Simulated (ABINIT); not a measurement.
## Run report: FeO, hubbard response calculation (part 3 of 3)

Continued. System: FeO (4 atoms in the cell). Method: Kohn-Sham DFT of a periodic cell, PBEsol, DFT+U, Ansatz PAW PBE default generated set, frozen core, spin-polarised (ABINIT 10.8.3); cutoff 435.38 eV, 4×4×2 k-mesh, fermi-dirac of 0.05 eV, collinear spins. The structure derives from a Materials Project entry.

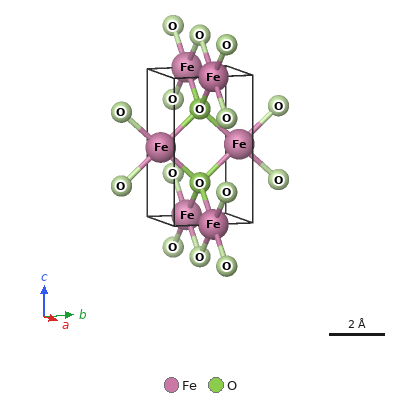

The input geometry (ball-and-stick view of the cell of the calculation, seen slightly off an axis; neighbours outside the cell are drawn fainter). An atom can appear more than once, as a periodic image.

### Output, continued
```
--- !ResultsGS
iteration_state: {dtset: 2, }
comment   : Summary of ground state results
lattice_vectors:
- [  5.7559017,   0.0000000,   0.0000000, ]
- [  0.0000000,   5.7559017,   0.0000000, ]
- [  0.0000000,   0.0000000,  10.3258632, ]
lattice_lengths: [   5.75590,    5.75590,   10.32586, ]
lattice_angles: [ 90.000,  90.000,  90.000, ] # degrees, (23, 13, 12)
lattice_volume:   3.4210002E+02
convergence: {deltae:  3.411E-12, res2:  1.058E-10, residm:  8.656E-11, diffor: null, }
etotal    :  -2.80841071E+02
entropy   :   0.00000000E+00
fermie    :   2.05137742E-01
cartesian_stress_tensor: # hartree/bohr^3
- [  5.74344302E-04,  -1.22107800E-11,   3.71436613E-12, ]
- [ -1.22107800E-11,   5.76068061E-04,   7.48168640E-12, ]
- [  3.71436613E-12,   7.48168640E-12,   7.09552692E-04, ]
pressure_GPa:  -1.8241E+01
xred      :
- [  5.0000E-01,   0.0000E+00,   5.0000E-01, Fe]
- [  0.0000E+00,   5.0000E-01,   0.0000E+00, Fe]
- [  5.0000E-01,   5.0000E-01,   2.5000E-01,  O]
- [  5.0000E-01,   5.0000E-01,   7.5000E-01,  O]
cartesian_forces: # hartree/bohr
- [  3.41682904E-08,   5.08340292E-08,   5.24288145E-08, ]
- [  4.66732863E-07,   5.01596052E-08,   4.95754560E-08, ]
- [ -2.50562443E-07,  -4.99806075E-08,   1.75807963E-04, ]
- [ -2.50338710E-07,  -5.10130269E-08,  -1.75909967E-04, ]
force_length_stats: {min:   8.06247554E-08, max:   1.75910152E-04, mean:   8.80677391E-05, }
...

 Integrated electronic and magnetization densities in atomic spheres:
 ------------------------------------------------------------------------------------------------------------
 Radius=ratsph(iatom), smearing ratsm=  0.0000. Diff(up-dn)=approximate z local magnetic moment.
    Atom    Radius    up_density   dn_density  Total(up+dn)  Diff(up-dn)
    1 Fe   2.63806     9.475549     6.061409     15.536958     3.414140
    2 Fe   2.63806     6.074552     9.470619     15.545171    -3.396067
    3  O   1.79524     2.827044     2.827159      5.654203    -0.000116
    4  O   1.79524     2.827044     2.827159      5.654203    -0.000116
 ------------------------------------------------------------------------------------------------------------
  Sum:                21.204188    21.186347     42.390535     0.017841
 Total magnetization (from the atomic spheres):                0.017841
 Total magnetization (exact up - dn):                          0.017853

 ---------- DFT+U DATA ---------------------------------------------------

 ====== For Atom     1, occupations for correlated orbitals. lpawu =   2

 Atom   1. Occ. for lpawu and for spin  1 =   4.72326
 Atom   1. Occ. for lpawu and for spin  2 =   1.29410
 => On atom   1,  local Mag. for lpawu is       -3.429167

 == Occupation matrix for correlated orbitals:

 Occupation matrix for spin  1
     0.96213    0.00000    0.00000    0.00000   -0.00000
     0.00000    0.92833    0.00000    0.00000   -0.00000
     0.00000    0.00000    0.95472   -0.00000    0.02472
     0.00000    0.00000   -0.00000    0.96188   -0.00000
    -0.00000   -0.00000    0.02472   -0.00000    0.91620

 Occupation matrix for spin  2
     0.13928    0.00000    0.00000    0.00000   -0.00000
     0.00000    0.24443    0.00000   -0.00000   -0.00000
     0.00000    0.00000    0.19880   -0.00000   -0.18151
     0.00000   -0.00000   -0.00000    0.22629   -0.00000
    -0.00000   -0.00000   -0.18151   -0.00000    0.48531

 ====== For Atom     2, occupations for correlated orbitals. lpawu =   2

 Atom   2. Occ. for lpawu and for spin  1 =   1.31033
 Atom   2. Occ. for lpawu and for spin  2 =   4.72359
 => On atom   2,  local Mag. for lpawu is        3.413260

 == Occupation matrix for correlated orbitals:

 Occupation matrix for spin  1
     0.14075    0.00000    0.00000    0.00000    0.00000
     0.00000    0.23340    0.00000   -0.00000    0.00000
     0.00000    0.00000    0.20330    0.00000    0.17980
     0.00000   -0.00000    0.00000    0.24488    0.00000
     0.00000    0.00000    0.17980    0.00000    0.48800

 Occupation matrix for spin  2
     0.96240    0.00000   -0.00000    0.00000    0.00000
     0.00000    0.96201   -0.00000   -0.00000   -0.00000
    -0.00000   -0.00000    0.95495    0.00000   -0.02470
     0.00000   -0.00000    0.00000    0.92773    0.00000
     0.00000   -0.00000   -0.02470    0.00000    0.91650

 ---------- calculate U, (J) start ----------

 All pawujat  ok and equal to   1
 macro_uj=1 and nspden=2: standard determination of Hubbard U-parameter

*********************************************************************
************************  Linear Response U  ************************

 Info printed for perturbed atom:    1

  Perturbations           Occupations
 --------------- -----------------------------
    alpha [eV]     Unscreened      Screened
 --------------- -----------------------------
   0.0000000000   6.0324921071   6.0324921071
   0.1000000000   5.9888280121   6.0173656302

                    Scalar response functions:
                    Chi0 [eV^-1]:     -0.97031
                    Chi [eV^-1]:      -0.15126

 The scalar U from the two-point regression scheme is   5.58033 eV.
*********************************************************************
*********************************************************************
Note: For more reliable linear regressions of the response
matrices, it is advised that you have more than two points.
See the LRUJ protocol for more information.

 URES      ii    nat       r_max    U(J)[eV]   U_ASA[eV]   U_inf[eV]
 URES       1      2     6.57430     2.90633     2.80045     2.63683
 URES       2     16    13.14850     5.16929     4.98098     4.68996
 URES       3     54    19.72280     5.11755     4.93113     4.64302
 URES       4    128    26.29710     6.22076     5.99415     5.64393
 URES       5    250    32.87140     3.53971     3.41077     3.21148

 ---------- calculate U, (J) end --------------

================================================================================

 ----iterations are completed or convergence reached----

 Mean square residual over all n,k,spin=   25.951E-14; max=  86.560E-12
 reduced coordinates (array xred) for    4 atoms
       0.500000000000      0.000000000000      0.500000000000
       0.000000000000      0.500000000000      0.000000000000
       0.500000000000      0.500000000000      0.250000000000
       0.500000000000      0.500000000000      0.750000000000
 rms dE/dt=  7.4134E-04; max dE/dt=  1.8159E-03; dE/dt below (all hartree)
    1      -0.000000487278     -0.000000584125     -0.000001067004
    2      -0.000002977077     -0.000000580243     -0.000001037541
    3       0.000001151604     -0.000000003846     -0.001815894609
    4       0.000001150317      0.000000002097      0.001815896628

 cartesian coordinates (angstrom) at end:
    1      1.52294600005464     0.00000000000000     2.73210575165745
    2      0.00000000000000     1.52294600005464     0.00000000000000
    3      1.52294600005464     1.52294600005464     1.36605287582872
    4      1.52294600005464     1.52294600005464     4.09815862748617

 cartesian forces (hartree/bohr) at end:
    1      0.00000003416829     0.00000005083403     0.00000005242881
    2      0.00000046673286     0.00000005015961     0.00000004957546
    3     -0.00000025056244    -0.00000004998061     0.00017580796257
    4     -0.00000025033871    -0.00000005101303    -0.00017590996684
 frms,max,avg= 7.1794334E-05 1.7590997E-04   5.049E-08  5.065E-08  5.090E-08 h/b

 cartesian forces (eV/Angstrom) at end:
    1      0.00000175700414     0.00000261399088     0.00000269599804
    2      0.00002400036878     0.00000257931060     0.00000254927244
    3     -0.00001288443885    -0.00000257010617     0.00904040892012
    4     -0.00001287293406    -0.00000262319532    -0.00904565419060
 frms,max,avg= 3.6918131E-03 9.0456542E-03   2.596E-06  2.604E-06  2.618E-06 e/A
 length scales=  1.000000000000  1.000000000000  1.000000000000 bohr
              =  0.529177210544  0.529177210544  0.529177210544 angstroms
 Fermi (or HOMO) energy (hartree) =   0.20514   Average Vxc (hartree)=  -0.39971
 Magnetization (Bohr magneton)=  1.78526134E-02
 Total spin up =  2.20089263E+01   Total spin down =  2.19910737E+01
 Eigenvalues (hartree) for nkpt=  20  k points, SPIN UP:
 kpt#   1, nband= 28, wtk=  0.03125, kpt=  0.0000  0.0000  0.0000 (reduced coord)
  -3.08968   -2.94270   -1.85290   -1.85219   -1.83192   -1.70282   -1.70250   -1.70038
  -0.51647   -0.47937   -0.08700   -0.00869    0.01926    0.06186    0.06831    0.06878
   0.07333    0.08925    0.09145    0.10738    0.13055    0.17754    0.20766    0.23023
   0.25092    0.25094    0.28994    0.37453
      occupation numbers for kpt#   1
   1.00000    1.00000    1.00000    1.00000    1.00000    1.00000    1.00000    1.00000
   1.00000    1.00000    1.00000    1.00000    1.00000    1.00000    1.00000    1.00000
   1.00000    1.00000    1.00000    1.00000    1.00000    1.00000    0.20187    0.00000
   0.00000    0.00000    0.00000    0.00000
 prteigrs : prtvol=0 or 1, do not print more k-points.

 Eigenvalues (hartree) for nkpt=  20  k points, SPIN DOWN:
 kpt#   1, nband= 28, wtk=  0.03125, kpt=  0.0000  0.0000  0.0000 (reduced coord)
  -3.08488   -2.94657   -1.84842   -1.84737   -1.82719   -1.70649   -1.70628   -1.70425
  -0.51646   -0.47937   -0.08695   -0.00857    0.01942    0.06244    0.06816    0.06895
   0.07390    0.08924    0.09195    0.10812    0.13021    0.17804    0.20814    0.23045
   0.25127    0.25140    0.28994    0.37468
      occupation numbers for kpt#   1
   1.00000    1.00000    1.00000    1.00000    1.00000    1.00000    1.00000    1.00000
   1.00000    1.00000    1.00000    1.00000    1.00000    1.00000    1.00000    1.00000
   1.00000    1.00000    1.00000    1.00000    1.00000    1.00000    0.16333    0.00000
   0.00000    0.00000    0.00000    0.00000
 prteigrs : prtvol=0 or 1, do not print more k-points.

--- !EnergyTerms
iteration_state     : {dtset: 2, }
comment             : Components of total free energy in Hartree
kinetic             :  3.75769656710197E+01
hartree             :  9.11926275253958E+01
xc                  : -1.35870976536665E+01
Ewald energy        : -1.69884035869354E+02
psp_core            :  7.57668344367847E+00
local_psp           : -2.31660064070974E+02
PAW spherical_terms : -2.07721987078817E+00
internal            : -2.80862140824689E+02
'-kT*entropy'       : -1.04264072044870E-03
total_energy        : -2.80863183465410E+02
total_energy_eV     : -7.64267656755309E+03
...

--- !EnergyTermsDC
iteration_state     : {dtset: 2, }
comment             : '"Double-counting" decomposition of free energy'
band_energy         : -3.37736291380824E+01
Ewald energy        : -1.69884035869354E+02
psp_core            :  7.57668344367847E+00
xc_dc               : -8.72764977907480E+01
PAW spherical_terms :  2.51745134802952E+00
internal            : -2.80840028006477E+02
'-kT*entropy'       : -1.04264072044870E-03
total_energy_dc     : -2.80841070647197E+02
total_energy_dc_eV  : -7.64207484711572E+03
...

--- !EnergyTermsWithPAWCore
iteration_state     : {dtset: 2, }
comment             : 'Components of total free energy, including PAW core contributions'
Total energy        : -2.67466600331185E+03
Total energy DC     : -2.67464389049364E+03
Total energy (eV)   : -7.27813696951131E+04
Total energy DC (eV): -7.27807679746757E+04
...

 Cartesian components of stress tensor (hartree/bohr^3)
  sigma(1 1)=  5.74344302E-04  sigma(3 2)=  7.48168640E-12
  sigma(2 2)=  5.76068061E-04  sigma(3 1)=  3.71436613E-12
  sigma(3 3)=  7.09552692E-04  sigma(2 1)= -1.22107800E-11

-Cartesian components of stress tensor (GPa)         [Pressure= -1.8241E+01 GPa]
- sigma(1 1)=  1.68977928E+01  sigma(3 2)=  2.20118813E-07
- sigma(2 2)=  1.69485075E+01  sigma(3 1)=  1.09280424E-07
- sigma(3 3)=  2.08757609E+01  sigma(2 1)= -3.59253552E-07

== END DATASET(S) ==============================================================
================================================================================

 -outvars: echo values of variables after computation  --------
            acell      1.0000000000E+00  1.0000000000E+00  1.0000000000E+00 Bohr
           etotal1    -2.8088540879E+02
           etotal2    -2.8084107065E+02
            fcart1     4.2362257223E-08  4.1886074213E-08  6.2515821607E-08
                       4.6780331884E-07  5.4087365370E-08  4.8093765318E-08
                      -2.5518793056E-07 -4.7853013482E-08 -1.5755147488E-04
                      -2.5497764551E-07 -4.8120426101E-08  1.5744086529E-04
            fcart2     3.4168290432E-08  5.0834029247E-08  5.2428814460E-08
                       4.6673286270E-07  5.0159605176E-08  4.9575455985E-08
                      -2.5056244290E-07 -4.9980607474E-08  1.7580796257E-04
                      -2.5033871023E-07 -5.1013026949E-08 -1.7590996684E-04
            rprim      5.7559016893E+00  0.0000000000E+00  0.0000000000E+00
                       0.0000000000E+00  5.7559016893E+00  0.0000000000E+00
                       0.0000000000E+00  0.0000000000E+00  1.0325863235E+01
           strten1     5.8599401729E-04  5.8470888493E-04  7.2037584084E-04
                       1.4556043678E-11  8.2252080072E-14 -1.0707611808E-12
           strten2     5.7434430217E-04  5.7606806110E-04  7.0955269208E-04
                       7.4816863976E-12  3.7143661273E-12 -1.2210780048E-11
           xangst      1.5229460001E+00  0.0000000000E+00  2.7321057517E+00
                       0.0000000000E+00  1.5229460001E+00  0.0000000000E+00
                       1.5229460001E+00  1.5229460001E+00  1.3660528758E+00
                       1.5229460001E+00  1.5229460001E+00  4.0981586275E+00
             xred      5.0000000000E-01  0.0000000000E+00  5.0000000000E-01
                       0.0000000000E+00  5.0000000000E-01  0.0000000000E+00
                       5.0000000000E-01  5.0000000000E-01  2.5000000000E-01
                       5.0000000000E-01  5.0000000000E-01  7.5000000000E-01
 Calculation completed.
```

### File lruj.log
```
.Version 10.8.3 of LRUJ
--------------------------------------------------------|---------------------------------------
 Linear:        -0.9860103    -0.1518683     5.5704650  |    0.0009063    0.0000348    0.0017752
*************************************************************************************************
*************************************************************************************************
```

This output came from the following input.

### The input
```
# Datasets
ndtset 2

# Pseudopotentials
pp_dirpath "./"
pseudos "Fe.GGA_PBE-ansatz.xml, O.GGA_PBE-ansatz.xml"

# Structure
acell 3*1.0
rprim
     5.7559016893     0.0000000000     0.0000000000
     0.0000000000     5.7559016893     0.0000000000
     0.0000000000     0.0000000000    10.3258632353
ntypat 2
znucl 26 8
natom 4
typat 1 1 2 2
xred
            1/2            0.0            1/2
            0.0            1/2            0.0
            1/2            1/2            1/4
            1/2            1/2            3/4

# Plane-wave basis
ecut 16.0
pawecutdg 32.0
pawxcdev 0
pawovlp 30

# k points
kptopt 2
ngkpt 4 4 2
nshiftk 1
shiftk 0.0 0.0 0.0

# Exchange and correlation
ixc -116133

# Bands and occupations
nband 28
occopt 3
tsmear 0.00183747

# Spin
nsppol 2
spinat
     0.0000000000     0.0000000000     3.0000000000
     0.0000000000     0.0000000000    -3.0000000000
     0.0000000000     0.0000000000     0.0000000000
     0.0000000000     0.0000000000     0.0000000000
nsym 1

# DFT+U
usepawu 1
lpawu 2 -1
upawu 0.0 0.0 eV
jpawu 0.0 0.0 eV
dmatpuopt 3

# SCF cycle
nstep 120
tolvrs 1.0e-9

# Output
prteig 0
prtebands 0
prtden 0
prtwf 0

# Linear response
irdwfk 1
macro_uj 1
pawujat 1
pawujv1 -0.1 eV
pawujv2 0.1 eV
```

### File gs.abi
```
# Pseudopotentials
pp_dirpath "./"
pseudos "Fe.GGA_PBE-ansatz.xml, O.GGA_PBE-ansatz.xml"

# Structure
acell 3*1.0
rprim
     5.7559016893     0.0000000000     0.0000000000
     0.0000000000     5.7559016893     0.0000000000
     0.0000000000     0.0000000000    10.3258632353
ntypat 2
znucl 26 8
natom 4
typat 1 1 2 2
xred
            1/2            0.0            1/2
            0.0            1/2            0.0
            1/2            1/2            1/4
            1/2            1/2            3/4

# Plane-wave basis
ecut 16.0
pawecutdg 32.0
pawxcdev 0
pawovlp 30

# k points
kptopt 2
ngkpt 4 4 2
nshiftk 1
shiftk 0.0 0.0 0.0

# Exchange and correlation
ixc -116133

# Bands and occupations
nband 28
occopt 3
tsmear 0.00183747

# Spin
nsppol 2
spinat
     0.0000000000     0.0000000000     3.0000000000
     0.0000000000     0.0000000000    -3.0000000000
     0.0000000000     0.0000000000     0.0000000000
     0.0000000000     0.0000000000     0.0000000000
nsym 1

# DFT+U
usepawu 1
lpawu 2 -1
upawu 0.0 0.0 eV
jpawu 0.0 0.0 eV
dmatpuopt 3

# SCF cycle
nstep 120
tolvrs 1.0e-9

# Output
prteig 0
prtebands 0
prtden 0
```

Command:
```bash
abinit gs.abi > log 2>&1
ln -s gso_WFK runi_DS1_WFK
ln -s gso_WFK runi_DS2_WFK
abinit run.abi > log 2>&1
lruj runo_DS1_LRUJ.nc runo_DS2_LRUJ.nc > lruj.log 2>&1
```

### Key numbers

- outcome: converged
- space group (tolerance 0.01 Å): P4₂/mmc (131)
- electrons treated: 44
- free energy: −7642.6773 eV
- Fermi energy: 5.556 eV
- gap on the k-point mesh: none (metallic)
- net moment of the cell: 0.00 μB
- pressure: −18.39 GPa
- largest force (length of the vector): under 0.001 eV/Å
- hardware: 1 thread of Arm Neoverse V2, 112 GiB of memory available, shared host
- wall time: 14 min
- peak memory: 0.38 GiB

### Notes

Points of doubt noted for this run: cell small for linear response; libxc opposed gradients. The k-point mesh is coarse for a cell of this size, so the results may not be converged.
